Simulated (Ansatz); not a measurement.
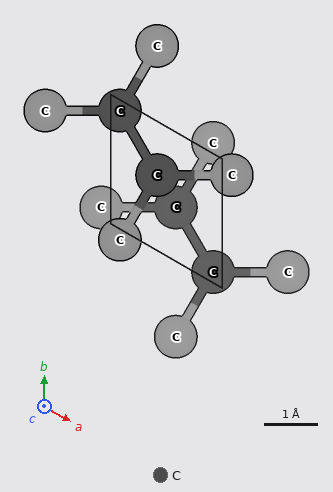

**Figure 1.** The structure as given in the input (ball-and-stick view of the cell of the calculation, along the c axis; neighbours outside the cell are drawn fainter). An atom can appear more than once, as a periodic image.

**C: single-point calculation**

C (Cmme, 4 atoms in the cell), computed with DFT PBE+D3(BJ), scalar-relativistic, plane waves, PAW, spin-polarised (Ansatz 0.2.0).

The structure derives from a Materials Project entry.

Log
```
Engine: ansatz 0.2.0, x86_64-unknown-linux-gnu
Pseudopotentials: kind: paw
Pseudopotential: C, paw, valence charge 4, recommended cutoff 420 eV (normal), C.paw.azcp
Functional definition: PBE
  parameter kappa = 0.804
  parameter beta = 0.06672455060314922
  exchange = pbe_x(kappa = kappa, mu = beta*pi^2/3)
  correlation = pbe_c(beta = beta)
Crystal: 4 atoms, lattice volume = 37.475 Å³
Basis set: ecut = 420 eV, 713 PW (Γ), exchange–correlation on 36×36×96 points (8 copies of the dense FFT grid, shifted against one another)
Bands: 14, of which v1, the nominal top of the filled ones, is band 8 counted from 1 (7 counted from 0)
Symmetry: 8 space group operations
Space group: Cmme (ITA 67), of the structure as read, at distance tolerance 3.3e-5 Å
Magnetic group: BNS 67.501 (UNI 599), of the structure as read, at distance tolerance 3.3e-5 Å
k-points: 129 of 576
Non-local potential: C, projectors of the file, l = 0: 2, l = 1: 2, l = 2: 1
PAW form: soft (Blöchl's): semilocal exchange-correlation on the pseudo side does not see the compensation charge
PAW one-centre angular grid: C, 110 points (default); XC on 64 Gauss nodes
Initial density: superposition of atomic densities (chi_scale 0.1, normalization cell)
Starting moments: Σ|m| = 4 μB on 4 of 4 sites
Initial wavefunctions: pseudopotential atomic-orbital guess
Functional: x = pbe(κ = 0.804, μ = 0.2195149727645171), c = pbe(β = 0.06672455060314922)
SCF iter   1: F=—  HF=-1004.871472 eV  |F-HF|=—  |Δ(HF+E_count)|=         —  Δρ=1.22e-1 (↑7.14e-2 ↓1.22e-1)  dr2=5.44e0  dr2_m=2.02e0  M=0.056 μB ∫|m|=0.104 μB  β_m=0.30  ethr=3.10e-3  ⟨swp⟩=5.4  Hψ=18635  notcnv=0
preconditioner: auto → none  [insulator: Δε(μ)=0.449 eV  Ē_g=17.968 eV  σ=0.100 eV  W_gap=1.00  n_scr=4 (ndim 8)  ℏωp=24.3 eV  f_vac=0.000  D(μ)=0.00/eV (n_scr^D=0)  ε∞_Penn≈2.8]
SCF iter   2: F=—  HF=-1004.142735 eV  |F-HF|=—  |Δ(HF+E_count)|=   7.29e-1  Δρ=7.98e-2 (↑4.98e-2 ↓7.98e-2)  dr2=1.79e0  dr2_m=1.00e0  M=0.056 μB ∫|m|=0.082 μB  β_m=0.30  ethr=3.10e-3  ⟨swp⟩=2.3  Hψ=8664  notcnv=0  defer=386
SCF iter   3: F=—  HF=-1003.919572 eV  |F-HF|=—  |Δ(HF+E_count)|=   2.23e-1  Δρ=3.93e-2 (↑3.93e-2 ↓3.78e-2)  dr2=2.87e-2  dr2_m=4.91e-1  M=0.049 μB ∫|m|=0.070 μB  β_m=0.30  ethr=3.10e-3  ⟨swp⟩=3.0  Hψ=8220  notcnv=0  defer=403
SCF iter   4: F=—  HF=-1004.120269 eV  |F-HF|=—  |Δ(HF+E_count)|=   2.01e-1  Δρ=2.68e-2 (↑2.68e-2 ↓2.68e-2)  dr2=3.84e-3  dr2_m=2.43e-1  M=0.039 μB ∫|m|=0.055 μB  β_m=0.30  ethr=1.80e-4  ⟨swp⟩=1.6  Hψ=5670  notcnv=0  defer=391
SCF iter   5: F=—  HF=-1004.218917 eV  |F-HF|=—  |Δ(HF+E_count)|=   9.86e-2  Δρ=1.88e-2 (↑1.87e-2 ↓1.88e-2)  dr2=1.83e-5  dr2_m=1.21e-1  M=0.033 μB ∫|m|=0.044 μB  β_m=0.30  ethr=2.40e-5  ⟨swp⟩=2.3  Hψ=4917  notcnv=0  defer=391
SCF iter   6: F=—  HF=-1004.266947 eV  |F-HF|=—  |Δ(HF+E_count)|=   4.80e-2  Δρ=1.33e-2 (↑1.33e-2 ↓1.33e-2)  dr2=6.91e-6  dr2_m=6.07e-2  M=0.027 μB ∫|m|=0.035 μB  β_m=0.30  ethr=1.15e-7  ⟨swp⟩=3.2  Hψ=6696  notcnv=0  defer=393
Mixer restart at iter 6: flushing history
spin-set hold released at iteration 6 (site moments contracting): the magnetisation degrees of freedom join the quasi-Newton model from the next iteration; the mixer history was flushed
SCF iter   7: F=—  HF=-1004.291068 eV  |F-HF|=—  |Δ(HF+E_count)|=   2.41e-2  Δρ=9.47e-3 (↑9.47e-3 ↓9.45e-3)  dr2=3.64e-6  dr2_m=3.07e-2  M=0.021 μB ∫|m|=0.027 μB  β_m=0.65  ethr=4.32e-8  ⟨swp⟩=3.3  Hψ=6658  notcnv=0  defer=393
SCF iter   8: F=—  HF=-1004.316059 eV  |F-HF|=—  |Δ(HF+E_count)|=   2.50e-2  Δρ=3.03e-4 (↑3.02e-4 ↓3.03e-4)  dr2=1.70e-7  dr2_m=3.14e-5  M=0.001 μB ∫|m|=0.003 μB  β_m=0.82  ethr=2.28e-8  ⟨swp⟩=3.3  Hψ=7687  notcnv=0  defer=394
SCF iter   9: F=—  HF=-1004.316094 eV  |F-HF|=—  |Δ(HF+E_count)|=   3.46e-5  Δρ=9.21e-5 (↑9.21e-5 ↓9.13e-5)  dr2=3.19e-7  dr2_m=2.87e-6  M=0.000 μB ∫|m|=0.001 μB  β_m=0.91  ethr=1.06e-9  ⟨swp⟩=3.2  Hψ=7408  notcnv=0  defer=395
SCF iter  10: F=—  HF=-1004.316099 eV  |F-HF|=—  |Δ(HF+E_count)|=   5.10e-6  Δρ=1.98e-5 (↑1.96e-5 ↓1.98e-5)  dr2=3.09e-6  dr2_m=3.26e-9  M=0.000 μB ∫|m|=0.000 μB  β_m=0.63  ethr=1.06e-9  ⟨swp⟩=3.1  Hψ=6823  notcnv=0  defer=395
iter 11 did not close the SCF: its close was put off for a magnetic moment that had not settled (scf_convergence_deferred on its scf_iter line)
SCF iter  11: F=-1004.316098 eV  HF=-1004.316098 eV  |F-HF|=5.39e-9  |Δ(HF+E_count)|=   8.89e-7  Δρ=3.06e-6 (↑3.06e-6 ↓2.98e-6)  dr2=5.90e-10  dr2_m=3.08e-9  M=0.000 μB ∫|m|=0.000 μB  β_m=0.75  ethr=6.25e-10  ⟨swp⟩=8.4  Hψ=20725  notcnv=0
iter 12 did not close the SCF: its close was put off for a magnetic moment that had not settled (scf_convergence_deferred on its scf_iter line)
SCF iter  12: F=-1004.316098 eV  HF=-1004.316098 eV  |F-HF|=2.19e-10  |Δ(HF+E_count)|=   6.35e-9  Δρ=6.63e-7 (↑6.63e-7 ↓5.77e-7)  dr2=3.47e-11  dr2_m=1.27e-10  M=0.000 μB ∫|m|=0.000 μB  β_m=0.79  ethr=3.69e-12  ⟨swp⟩=1.1  Hψ=10007  notcnv=0
SCF iter  13: F=-1004.316098 eV  HF=-1004.316098 eV  |F-HF|=6.03e-12  |Δ(HF+E_count)|=  2.70e-10  Δρ=7.88e-8 (↑6.99e-8 ↓7.88e-8)  dr2=1.56e-13  dr2_m=1.83e-12  M=0.000 μB ∫|m|=0.000 μB  ethr=1.00e-12  ⟨swp⟩=1.0  Hψ=9906  notcnv=0
WARN: the starting moments were not kept: the SCF closed with an absolute magnetisation of 8.7e-7 μB, where they sum to 4 μB in size (4 sites). That is at most 0.1 of that sum. Measured as dr2_m measures the in/out step, that magnetisation stands 1.0e-13 eV from none, at or under the dr2_threshold of 1.0e-7 eV: it is no larger than a step whose dr2_m would equal this threshold. The system may hold no moment; this SCF shows only that its start led to no more than that. To try another start: raise the starting moments (crystal.atoms[].spin, magnetization.per_species, magnetization.initial_magnetization, or on a non-collinear deck that types none of these the spinor_matrix: blocks that start its atoms; where the total moment is fixed, keep their sum and leave initial_magnetization as it is; typed ones take the place of any that the run laid by itself, positive ones on a crystal's lanthanoids without a Hubbard term where scf.initial_density.shell_occupations: [] is typed) or, if the notice of its spin-set hold's release reads "site moments contracting" or "site moments show no strong build", lengthen the hold (scf.mixing.spin_hold: { on: { confirm: 4 } }; for m-r²SCAN on two components see the key's manual first). Each may lead to a state that holds a moment. A second SCF, from the converged charge density, with the starting moments and any scf.initial_density.shell_occupations laid on it anew, would have followed, and was not run: the deck does not ask for one (magnetization.retry_lost_moments is false, the default). To let it run, set magnetization.retry_lost_moments: true and run the deck again, where that key's refused combinations let it; where memory then withholds it, that run's warning says so.
SCF 1 converged in 13 iterations: F = -1004.316098 eV  dr2 = 1.56e-13
  greatest PAW one-centre occupation: 0.675 electrons in one spin orbital (limit 2), on the C atom at site 3 (counted from 0), in its partial waves of l = 0
```

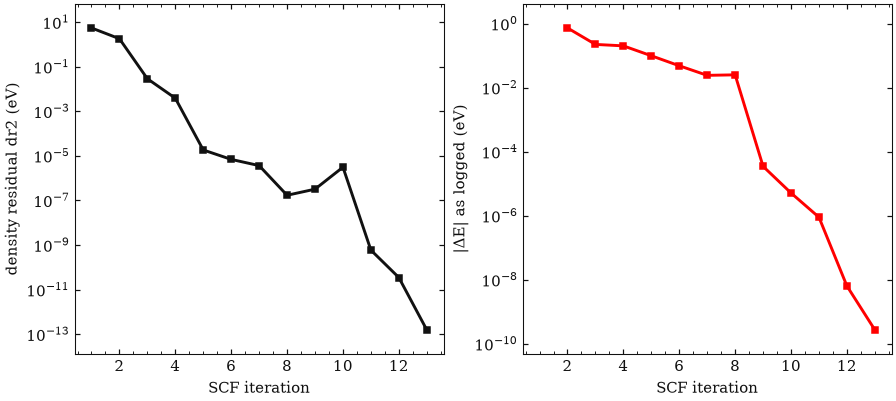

**Figure 2.** Convergence of the self-consistent field: density residual dr2 and size of the energy change against the SCF iteration. The residual comes down, with one marked jump up, by a factor of about 10, at step 10.

```
SCF converged after 13 iterations
Magnetization: 0.0000 μB (8.0000 up, 8.0000 down)
Absolute magnetization: 0.0000 μB (∫|ρ↑−ρ↓|, with the PAW one-centre terms)
Spin contamination: 0.0000 ħ² per cell (⟨S²⟩ above its minimum at these occupations)
Per-site moments (μB) at R_I (Å): [(2.1641697847351103e-8, 0.5847801119519418), (2.1641697859024554e-8, 0.5847801119519418), (2.164169784736557e-8, 0.5847801119519418), (2.1641697849644716e-8, 0.5847801119519418)]
Free energy (F): -1004.316098 eV
Harris-Foulkes:  -1004.316098 eV  (|F-HF|=6.03e-12)
Internal energy: -1004.315062 eV  (E = F + TS)
E sigma→0 (E₀):  -1004.315580 eV
Entropy (-TS):   -0.001036 eV (-0.259 meV/atom)
Fermi energy:    6.346357 eV
--- Per-component energies (eV) ---
  E_band       = -45.295134
  E_kinetic    = 364.885958
  E_local      = -688.525958  (includes V_loc(G=0)·N_el)
  E_nonlocal   = 109.529124
  E_hartree    = 217.165239
  E_xc         = -192.333496
  E_vxc        = -238.143577  (∫ρ·V_xc dr)
  E_paw        = -397.504710  (= ΣΔE_a)
  E_vpaw       = -27.371182  (= ΣTr[D̂ρ^β])
  E_aug_tail   = 0.000029  (compensation charges beyond the density's cutoff)
  E_ewald      = -416.953384
  E_disp       = -0.577863  (pairwise vdW)
  E_smearing   = -0.001036  (= −TS)
  E_closure    = -0.000000  (closes the sum)
  Σ components = -1004.316098   (vs F -1004.316098, Δ=0.00e0)
--- Forces (eV/Å), atoms counted from 1 ---
  atom   1  C      0.00000000     0.02409932    -0.00487170
  atom   2  C      0.00000000     0.02409932     0.00487170
  atom   3  C     -0.00000000    -0.02409932     0.00487170
  atom   4  C     -0.00000000    -0.02409932    -0.00487170
  max |Σ_I F_I| component: 3.47e-18 eV/Å
--- Stress (GPa, compression-positive) ---
        4.787514      -0.000000       0.000000
       -0.000000       4.564459      -0.000000
        0.000000      -0.000000      -1.375060
  P = ⅓ Tr σ = 2.6590 GPa (26.590 kbar)
--- Band table (eV; the first three rows and the last of 258) ---
  k-point 0 ↑: bands = ["-13.3421", "-13.1667", "-1.9928", "-0.6145", "3.3156", "3.3212", "3.3221", "3.3400", "10.1153", "14.7359", "14.7689", "14.7889", "14.7913", "15.4050"]
  k-point 1 ↑: bands = ["-13.3177", "-13.1930", "-1.8174", "-0.8474", "3.3165", "3.3209", "3.3251", "3.3375", "10.7091", "14.2492", "14.7443", "14.7716", "14.7835", "14.7866"]
  k-point 2 ↑: bands = ["-13.2654", "-13.2470", "-1.4065", "-1.3132", "3.3181", "3.3190", "3.3300", "3.3324", "12.1702", "12.3713", "14.7605", "14.7668", "14.7776", "14.7801"]
  k-point 128 ↓: bands = ["-7.9652", "-7.9510", "-6.9677", "-6.9570", "-0.0986", "-0.0949", "3.9274", "4.0037", "7.9823", "8.0520", "13.8413", "13.8653", "18.6111", "18.7196"]
--- Löwdin populations: 4 sites ---
  site symbol       q [e]    m [muB]
     0      C      3.9632     0.0000
     1      C      3.9632     0.0000
     2      C      3.9632     0.0000
     3      C      3.9632     0.0000
  spilling = 0.009188 (of n_electrons = 16.000000)
```

File populations.tsv
```
# site	symbol	l	j	q_up	q_dn
# orbitals = lowdin
# n_electrons = 16.000000
# spilling = 0.009188
0	C	0_2S	-	0.452177	0.452177
0	C	1_2P	-	1.529447	1.529447
1	C	0_2S	-	0.452177	0.452177
1	C	1_2P	-	1.529447	1.529447
2	C	0_2S	-	0.452177	0.452177
2	C	1_2P	-	1.529447	1.529447
3	C	0_2S	-	0.452177	0.452177
3	C	1_2P	-	1.529447	1.529447
```

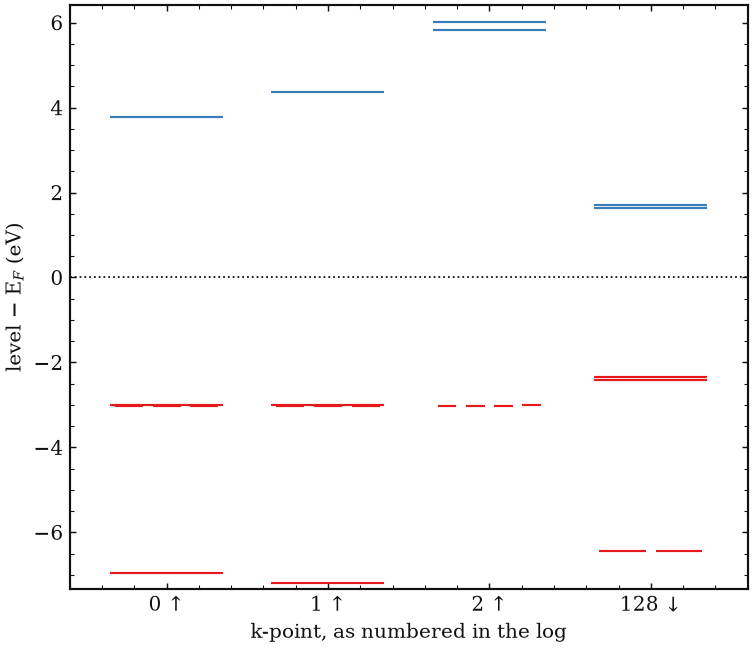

**Figure 3.** Kohn–Sham levels near the Fermi level (dotted) at the few k-points that the log prints; levels within 0.02 eV of each other stand side by side. Among these points the highest filled and lowest empty levels are 3.98 eV apart; the gap on the full mesh, 0.02 eV, has an edge at a point that isn't printed.

This output came from the following input.

Input file
```yaml
crystal:
  lattice:
    - [1.22804797, -2.12706182, 0.0]
    - [1.22804797, 2.12706182, 0.0]
    - [0.0, 0.0, 7.17326776]
  atoms:
    - { symbol: C, position: [0.08337946, 0.91662054, 0.7531376], spin: 1.0 }
    - { symbol: C, position: [0.58337946, 0.41662054, 0.2468624], spin: 1.0 }
    - { symbol: C, position: [0.91662054, 0.08337946, 0.2468624], spin: 1.0 }
    - { symbol: C, position: [0.41662054, 0.58337946, 0.7531376], spin: 1.0 }
basis:
  ecutwfc: 420
kpoints:
  mp_grid: { grid: [12, 12, 4] }
hamiltonian:
  xc: pbe
  dispersion: d3bj
scf:
  occupations: { method: gaussian, width: 0.1 }
  lower_state_search: "off"
output:
  forces: true
  stress: true
  eigenvalues: true
  populations: true
magnetization:
  spin_polarized: true
```

Launched with:
```bash
ansatz run input.yaml --threads 2 --pin off --max-ram 5120MiB --backend cpu --events-out ev --progress --plain --runs-dir out
```

Results in brief

```tsv
quantity	value
outcome	converged
space group (tolerance 0.01 Å)	Cmme (67)
electrons treated	16
free energy	−1004.3161 eV
Fermi energy	6.346 eV
gap on the k-point mesh	0.02 eV
net moment of the cell	0.00 μB
integrated absolute moment	0.00 μB
pressure	2.66 GPa
largest force (length of the vector)	0.025 eV/Å
hardware	2 threads of Intel Xeon @ 2.50GHz (Skylake/Cascade Lake), 32 GiB of memory available, shared host
wall time	6.5 s (CPU time 12 s)
peak memory	0.42 GiB
```

Warnings of the run: some starting moments were not kept.
